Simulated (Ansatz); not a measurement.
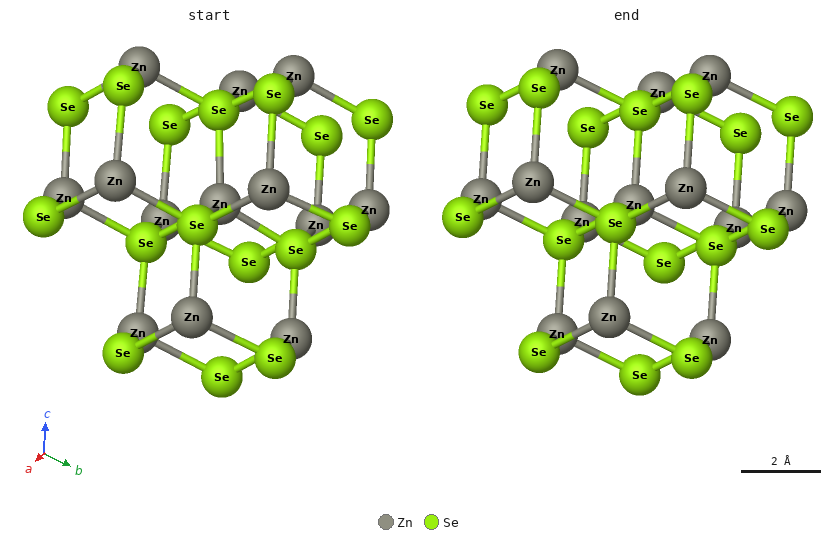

The structure of solid ZnSe (set up in P1) before (left) and after (right) a relaxation, at one scale.

The picture is a ball-and-stick view of the atoms within 5.0 Å of the atom that moves most (axes of the cell of the calculation), seen slightly off an axis.

The calculation used DFT PBEsol, scalar-relativistic, plane waves, PAW in Ansatz. Set-up: plane-wave cutoff 420 eV; k-point mesh 2 × 2 × 2; occupations gaussian; smearing width 0.02 eV; mesh shifted by (0.5, 0.5, 0.5); no spin polarisation; atoms relaxed in a fixed cell; force threshold 0.03 eV/Å; at most 25 steps.

Describe what moved and what it gained.

Answer. The energy falls by 23.7 meV per atom in 2 accepted moves (3 points after the start). Largest force component: 1.1 eV/Å at the start, 0.0095 eV/Å at the end. 1 step only repeated the SCF at the same geometry. The largest moves, 0.12 Å, are those of Zn and Se atoms. Largest moves by element: Zn 0.12 Å, Se 0.12 Å. The cell doesn't change. Among the contacts that change: Se–Zn 2.571 → 2.439 Å, Se–Zn 2.315 → 2.438 Å, Se–Zn 2.537 → 2.440 Å, Se–Zn 2.344 → 2.439 Å. Bond angles that change, for instance: Se–Zn–Se 117.7° → 109.5°, Zn–Se–Zn 115.3° → 109.7°, Se–Zn–Se 103.9° → 109.4°. The space group stays P1 (No. 1).
